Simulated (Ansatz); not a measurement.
# Run report: Al$_{9}$O, geometry relaxation (part 2 of 2)

Continued. System: Al$_{9}$O (slab, 10 atoms in the cell). Method: DFT PBE, scalar-relativistic, plane waves, PAW, PAW set soft_1, no spin polarisation (Ansatz 0.2.0); cutoff 420 eV, 9×9×1 k-mesh, Gaussian smearing of 0.1 eV. The structure derives from a Materials Project entry. The input holds or restrains some coordinates. Forces given for the steps count only the free coordinates.

Geometry of the input (Å; fractional positions):
```
2.8535  0.0000  0.0000
-1.4268  2.4712  0.0000
0.0000  0.0000  34.2606
Al 0.3333  0.6667  0.1168
Al 0.0000  0.0000  0.1852
Al 0.6667  0.3333  0.2537
Al 0.0000  0.0000  0.3221
Al 0.3333  0.6667  0.3900
Al 0.0000  0.0000  0.4578
Al 0.6667  0.3333  0.5268
Al 0.0000  0.0000  0.5951
Al 0.3333  0.6667  0.6643
O  0.3333  0.8333  0.7117
```

What the program printed, continued:
```
SCF iter   1: F=—  HF=-5402.027012 eV  |F-HF|=—  |Δ(HF+E_count)|=         —  Δρ=4.25e-4  dr2=4.17e-3  ethr=1.49e-4  p=-0.218 e·Å  D=-1.64e-1 V/Å  ΔV_dip=5.61 eV  dr2_dipole=4.28e-3  V_vac-E_F(+/−)=9.64/4.04 eV  ⟨swp⟩=1.0  Hψ=1763  notcnv=0
efield: sawtooth ramp at fractional position 0.8942 (handed on by an earlier solve), width 0.0400; the density the first Hamiltonian is built on has a dipole p = -0.218 e·Å; the dipole correction subtracts the counter field D = -1.64e-1 V/Å, which shifts the + side's vacuum level by +5.61 eV against the − side's; the planar-averaged density in the ramp window peaks in size at 4.0e-6 e/Å³
preconditioner: auto → LDOS  [metal: Δε(μ)=0.001 eV  Ē_g=6.786 eV  σ=0.100 eV  W_gap=0.01  n_scr=20 (ndim 8)  ℏωp=13.3 eV  f_vac=0.300  D(μ)=6.47/eV (n_scr^D=24)  β→1.0]
SCF iter   2: F=—  HF=-5402.026955 eV  |F-HF|=—  |Δ(HF+E_count)|=   5.74e-5  Δρ=9.75e-5  dr2=8.06e-5  ethr=1.26e-5  p=-0.218 e·Å  D=-1.64e-1 V/Å  ΔV_dip=5.60 eV  dr2_dipole=4.66e-5  V_vac-E_F(+/−)=9.64/4.04 eV  ⟨swp⟩=1.0  Hψ=1435  notcnv=0  defer=1
SCF iter   3: F=—  HF=-5402.027030 eV  |F-HF|=—  |Δ(HF+E_count)|=   7.51e-5  Δρ=2.69e-5  dr2=7.51e-6  ethr=2.44e-7  p=-0.218 e·Å  D=-1.64e-1 V/Å  ΔV_dip=5.60 eV  dr2_dipole=6.40e-6  V_vac-E_F(+/−)=9.64/4.04 eV  ⟨swp⟩=2.0  Hψ=1220  notcnv=0  defer=1
SCF iter   4: F=—  HF=-5402.027030 eV  |F-HF|=—  |Δ(HF+E_count)|=   1.65e-7  Δρ=7.28e-6  dr2=8.55e-7  ethr=2.27e-8  p=-0.218 e·Å  D=-1.64e-1 V/Å  ΔV_dip=5.60 eV  dr2_dipole=9.13e-7  V_vac-E_F(+/−)=9.64/4.04 eV  ⟨swp⟩=1.7  Hψ=1395  notcnv=0  defer=1
SCF iter   5: F=-5402.027030 eV  HF=-5402.027030 eV  |F-HF|=1.56e-9  |Δ(HF+E_count)|=   4.02e-7  Δρ=1.03e-6  dr2=6.71e-9  ethr=3.03e-10  p=-0.218 e·Å  D=-1.64e-1 V/Å  ΔV_dip=5.60 eV  dr2_dipole=3.24e-9  V_vac-E_F(+/−)=9.64/4.04 eV  ⟨swp⟩=9.6  Hψ=5425  notcnv=0
SCF 4 converged in 5 iterations: F = -5402.027030 eV  dr2 = 6.71e-9
relax step   4: F+E_penalty+E_count = -5402.02703046 eV  Δ(F+E_penalty+E_count) = -1.675e-5 eV  max|allowed force component| = 2.356e-4 eV/Å  Δτ_max = 0.0011 Å  (5 SCF iters, accepted)
```

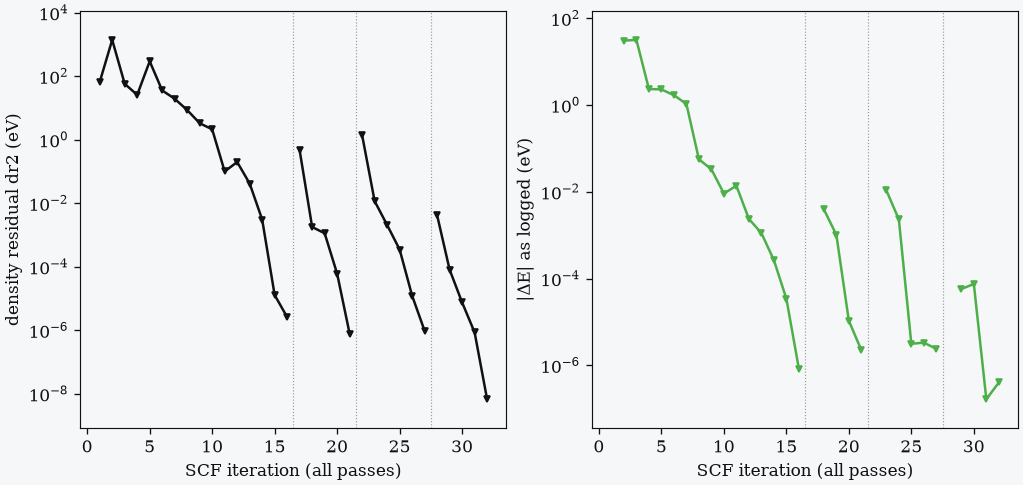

*Convergence of the self-consistent field: density residual dr2 and size of the energy change against the SCF iteration. The dotted lines part the SCF passes of the relaxation: geometry steps, rejected trials and re-solves on a re-selected basis.*

The passes take 16, 5, 6 and 5 iterations.

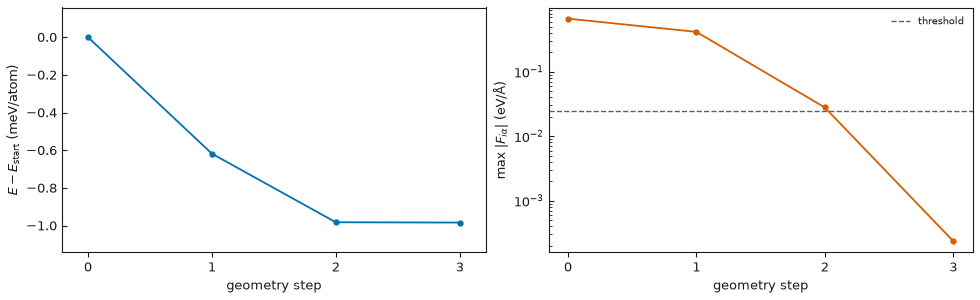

*Progress of the restrained relaxation, step by step (the first geometry is step 0 here and step 1 in the log).*

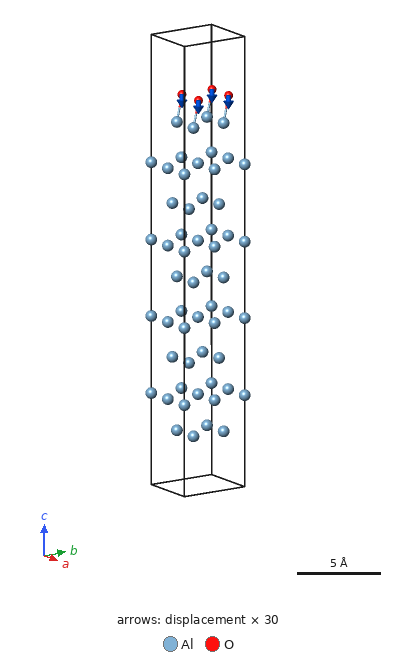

*The starting structure with the displacements as blue arrows, magnified 30 times (ball-and-stick view of the 2 × 2 repeat of the cell, with the vacuum cut short, seen slightly off an axis).*

After 3 geometry steps the energy has fallen by 1.0 meV per atom. The largest force component goes from 0.67 to 0.00024 eV/Å. O10 moves most: 0.029 Å. Al stays in place. The cell doesn't change. Among the contacts that change: Al9–O10 1.692 → 1.664 Å. (Atoms are counted from 1 in the order of the input.)

```
SCF converged after 5 iterations
Free energy (F): -5402.027030 eV
Harris-Foulkes:  -5402.027030 eV  (|F-HF|=1.56e-9)
Internal energy: -5401.994412 eV  (E = F + TS)
E sigma→0 (E₀):  -5402.010721 eV
Entropy (-TS):   -0.032619 eV (-3.262 meV/atom)
Fermi energy:    2.487187 eV
Dipole field:    D = -0.163520 V/Å  (p = -0.218325 e·Å, saw-weighted, corrected)
Work function:   Φ+ = 9.6406 eV   Φ− = 4.0383 eV
Levels:          The Fermi level and band energies are counted from a zero that moves with the ramp; work functions are not
--- Per-component energies (eV) ---
  E_band       = -72.348908
  E_kinetic    = 365.474591
  E_local      = -7840.201529  (includes V_loc(G=0)·N_el)
  E_nonlocal   = 142.900639
  E_hartree    = 3838.038920
  E_xc         = -408.021215
  E_vxc        = -350.022906  (∫ρ·V_xc dr)
  E_paw        = -4386.005343  (= ΣΔE_a)
  E_vpaw       = -72.957038  (= ΣTr[D̂ρ^β])
  E_aug_tail   = 0.000702  (compensation charges beyond the density's cutoff)
  E_efield     = 0.017850  (sawtooth field / dipole correction)
  E_vefield    = 6.371502  (∫n·V_field dr)
  E_ewald      = 2885.800972
  E_smearing   = -0.032619  (= −TS)
  E_closure    = -0.000000  (closes the sum)
  Σ components = -5402.027030   (vs F -5402.027030, Δ=0.00e0)
--- Forces (eV/Å), atoms counted from 1 ---
  atom   1  Al    -0.00053809     0.00075431    -0.05207088
  atom   2  Al     0.00407149    -0.00095205     0.03532465
  atom   3  Al    -0.00142472    -0.00489562    -0.01592379
  atom   4  Al     0.00474510    -0.00145339    -0.02397716
  atom   5  Al    -0.00096511     0.00214153     0.03666777
  atom   6  Al    -0.00592041     0.00160018     0.16735964
  atom   7  Al     0.00262280     0.01273714    -0.25448511
  atom   8  Al    -0.03927572     0.01326586     0.35642555
  atom   9  Al     0.59406338    -1.02444805    -0.24909545
  atom  10  O     -0.55738046     1.00125383    -0.00023559
  max |Σ_I F_I| component: 1.04e-5 eV/Å
--- Band table (eV; the first three rows and the last of 41) ---
  k-point 0: bands = ["-14.5363", "-8.5763", "-8.2996", "-7.9292", "-7.3396", "-6.6130", "-5.7941", "-4.8074", "-3.7077", "-2.4647", "-1.2873", "-0.0455", "1.0986", "2.3876", "2.8137", "2.8195", "3.9409", "5.4023", "6.5186", "7.6136", "8.8283", "10.0538", "11.3071", "12.0874", "12.6604", "13.2351", "13.2353"]
  k-point 1: bands = ["-14.4478", "-8.2779", "-8.0020", "-7.6328", "-7.0447", "-6.3207", "-5.5047", "-4.5215", "-3.4269", "-2.1886", "-1.0383", "0.1766", "1.2869", "2.1996", "2.7103", "2.8494", "4.2272", "5.6761", "6.7977", "7.8624", "9.0240", "9.6513", "9.7344", "10.1297", "10.4619", "10.6810", "11.2588"]
  k-point 2: bands = ["-14.2148", "-7.3866", "-7.1129", "-6.7473", "-6.1640", "-5.4483", "-4.6424", "-3.6710", "-2.5964", "-1.3857", "-0.3296", "0.7655", "1.1875", "2.1119", "2.5451", "3.4705", "4.8726", "5.4301", "5.8655", "6.1261", "6.5597", "6.7684", "7.3022", "7.7267", "8.0669", "8.7921", "8.9115"]
  k-point 40: bands = ["-13.7911", "-4.7465", "-4.4803", "-4.1275", "-3.5629", "-2.8885", "-2.1407", "-1.2775", "-0.4747", "0.0659", "0.2864", "0.7311", "0.8352", "1.0611", "1.4256", "1.8085", "1.9415", "2.3843", "2.9970", "3.2094", "4.1068", "4.3257", "5.0532", "5.3733", "5.6124", "5.9958", "6.3468"]
--- Relaxed structure (4 steps of the walk, 4 accepted, 0 SCFs on fresh bases) ---
  F+E_penalty+E_count = -5402.02703046 eV   max|allowed force component| = 2.356e-4 eV/Å
  atoms:
    - { symbol: Al, position: [0.3333333333, 0.6666666667000002, 0.11675233100000001] }
    - { symbol: Al, position: [0.0, 0.0, 0.1852090283] }
    - { symbol: Al, position: [0.6666666667000001, 0.3333333333000001, 0.2536657256] }
    - { symbol: Al, position: [0.0, 0.0, 0.3221224229] }
    - { symbol: Al, position: [0.3333333333, 0.6666666667000002, 0.3899858424] }
    - { symbol: Al, position: [0.0, 0.0, 0.457816857] }
    - { symbol: Al, position: [0.6666666667000001, 0.3333333333000001, 0.5268325032] }
    - { symbol: Al, position: [0.0, 0.0, 0.5950901729] }
    - { symbol: Al, position: [0.3333333333, 0.6666666667000002, 0.6643370484] }
    - { symbol: O, position: [0.33333333330000003, 0.8333333333000003, 0.7108857587955884] }
```

Trajectory as extended XYZ (Å, eV, eV/Å), 4 frames, from step=1 to step=4:
```
10
Lattice="2.8535 0.0000 0.0000 -1.4268 2.4712 0.0000 0.0000 0.0000 34.2606" Properties=species:S:1:pos:R:3:forces:R:3 step=1 energy=-5402.01719
Al    0.0000    1.6475    4.0000   -0.0006   0.0008  -0.0525
Al    0.0000    0.0000    6.3454    0.0042  -0.0011   0.0347
Al    1.4268    0.8237    8.6907   -0.0014  -0.0050  -0.0130
Al    0.0000    0.0000   11.0361    0.0045  -0.0014  -0.0277
Al    0.0000    1.6475   13.3611   -0.0005   0.0014   0.0387
Al    0.0000    0.0000   15.6851   -0.0064   0.0021   0.1656
Al    1.4268    0.8237   18.0496    0.0025   0.0132  -0.2531
Al    0.0000    0.0000   20.3881   -0.0383   0.0132   0.3590
Al    0.0000    1.6475   22.7606    0.4647  -0.8009   0.4168
O    -0.2378    2.0594   24.3840   -0.4288   0.7777  -0.6686
10
Lattice="2.8535 0.0000 0.0000 -1.4268 2.4712 0.0000 0.0000 0.0000 34.2606" Properties=species:S:1:pos:R:3:forces:R:3 step=2 energy=-5402.02337
Al    0.0000    1.6475    4.0000   -0.0006   0.0008  -0.0524
Al    0.0000    0.0000    6.3454    0.0042  -0.0010   0.0350
Al    1.4268    0.8237    8.6907   -0.0014  -0.0050  -0.0141
Al    0.0000    0.0000   11.0361    0.0046  -0.0014  -0.0262
Al    0.0000    1.6475   13.3611   -0.0007   0.0017   0.0380
Al    0.0000    0.0000   15.6851   -0.0062   0.0019   0.1663
Al    1.4268    0.8237   18.0496    0.0025   0.0130  -0.2537
Al    0.0000    0.0000   20.3881   -0.0387   0.0132   0.3583
Al    0.0000    1.6475   22.7606    0.5135  -0.8852   0.1653
O    -0.2378    2.0594   24.3726   -0.4772   0.8619  -0.4163
10
Lattice="2.8535 0.0000 0.0000 -1.4268 2.4712 0.0000 0.0000 0.0000 34.2606" Properties=species:S:1:pos:R:3:forces:R:3 step=3 energy=-5402.02701
Al    0.0000    1.6475    4.0000   -0.0005   0.0008  -0.0521
Al    0.0000    0.0000    6.3454    0.0041  -0.0009   0.0354
Al    1.4268    0.8237    8.6907   -0.0014  -0.0049  -0.0160
Al    0.0000    0.0000   11.0361    0.0048  -0.0015  -0.0239
Al    0.0000    1.6475   13.3611   -0.0010   0.0022   0.0366
Al    0.0000    0.0000   15.6851   -0.0059   0.0016   0.1674
Al    1.4268    0.8237   18.0496    0.0026   0.0127  -0.2546
Al    0.0000    0.0000   20.3881   -0.0393   0.0133   0.3565
Al    0.0000    1.6475   22.7606    0.5995  -1.0338  -0.2771
O    -0.2378    2.0594   24.3542   -0.5627   1.0105   0.0279
10
Lattice="2.8535 0.0000 0.0000 -1.4268 2.4712 0.0000 0.0000 0.0000 34.2606" Properties=species:S:1:pos:R:3:forces:R:3 step=4 energy=-5402.02703
Al    0.0000    1.6475    4.0000   -0.0005   0.0008  -0.0521
Al    0.0000    0.0000    6.3454    0.0041  -0.0010   0.0353
Al    1.4268    0.8237    8.6907   -0.0014  -0.0049  -0.0159
Al    0.0000    0.0000   11.0361    0.0047  -0.0015  -0.0240
Al    0.0000    1.6475   13.3611   -0.0010   0.0021   0.0367
Al    0.0000    0.0000   15.6851   -0.0059   0.0016   0.1674
Al    1.4268    0.8237   18.0496    0.0026   0.0127  -0.2545
Al    0.0000    0.0000   20.3881   -0.0393   0.0133   0.3564
Al    0.0000    1.6475   22.7606    0.5941  -1.0244  -0.2491
O    -0.2378    2.0594   24.3553   -0.5574   1.0013  -0.0002
```

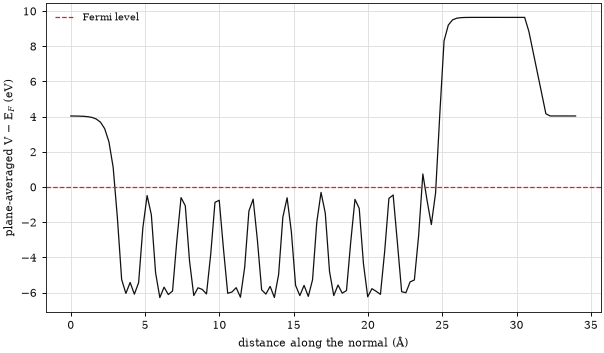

*Plane average of the electrostatic potential energy of an electron across the cell, from the Fermi level.*

The vacuum level lies 9.64 eV above the Fermi level on the upper side and 4.04 eV on the lower.

Key numbers:

```json
{"quantity": "outcome", "value": "converged under the restraints of the input"}
{"quantity": "electrons treated", "value": "33"}
{"quantity": "free energy", "value": "−5402.0270 eV"}
{"quantity": "work function, top face", "value": "9.64 eV"}
{"quantity": "work function, bottom face", "value": "4.04 eV"}
{"quantity": "Fermi energy", "value": "2.487 eV"}
{"quantity": "gap on the k-point mesh", "value": "none (metallic)"}
{"quantity": "final volume", "value": "241.60 Å³"}
{"quantity": "work function (upper face)", "value": "9.64 eV"}
{"quantity": "largest force (length of the vector) at the end, held atoms and coordinates included", "value": "1.210 eV/Å"}
{"quantity": "wall time", "value": "54 s"}
{"quantity": "peak memory", "value": "0.6 GiB"}
```

The cell holds an odd number of electrons but the run has no spin polarisation, so a band is left half filled.
